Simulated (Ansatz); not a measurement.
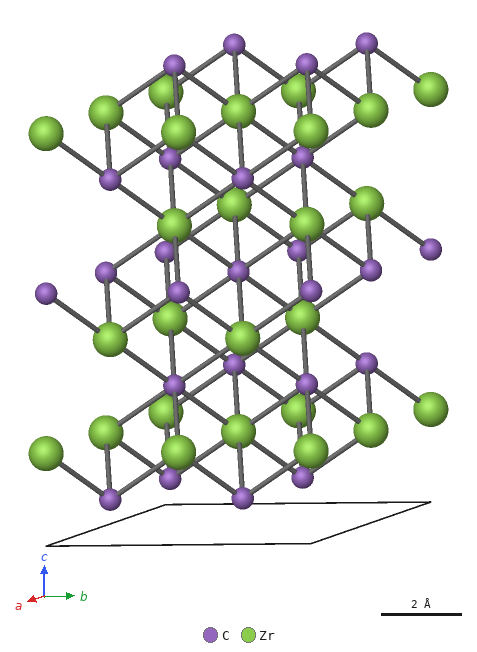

The starting point is a (1 1 1) slab of ZrC as cut from the relaxed bulk. Style: ball-and-stick. Shown: the 2 × 2 repeat of the cell, outlined in the plane, without the vacuum, slightly off an axis.

The calculation used Ansatz 0.2.0, DFT r2SCAN, scalar-relativistic, plane waves, PAW. (plane-wave cutoff 500 eV; occupations gaussian; smearing width 0.1 eV; no spin polarisation) The k-mesh is chosen for each cell (12×12×13, 12×12×1).

The variant: The atoms of the slab are relaxed at the bulk's in-plane cell.

**What does the calculation give for the changed structure?**

The slab isn't stoichiometric; relaxing it gains 0.326 J/m². The top spacing, between the C and Zr planes, goes from 1.36 to 1.12 Å (−17.8 %), the bottom one (C to Zr) from 1.36 to 1.12 Å (−17.8 %). The work function of the top face goes from 7.02 to 7.00 eV. The cell doesn't change. The largest moves relative to the layer's centre, 0.23 Å, are those of C atoms. By element the largest moves are C 0.23 Å, Zr 0.01 Å. Near-neighbour distances before and after: C–Zr 2.356 → 2.225 to 2.380 Å.

The changed structure in the same view:

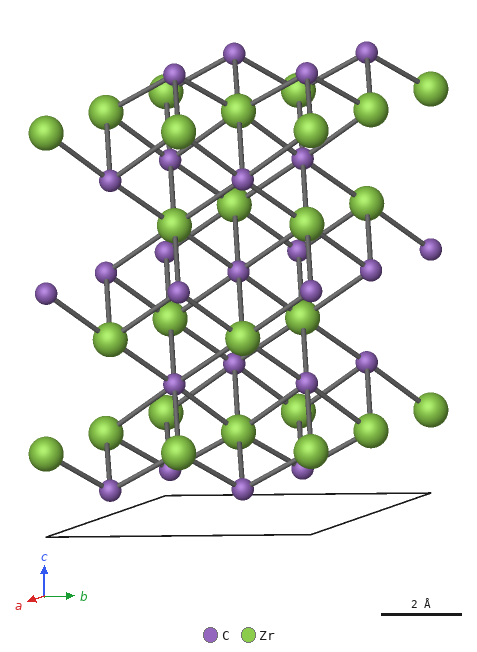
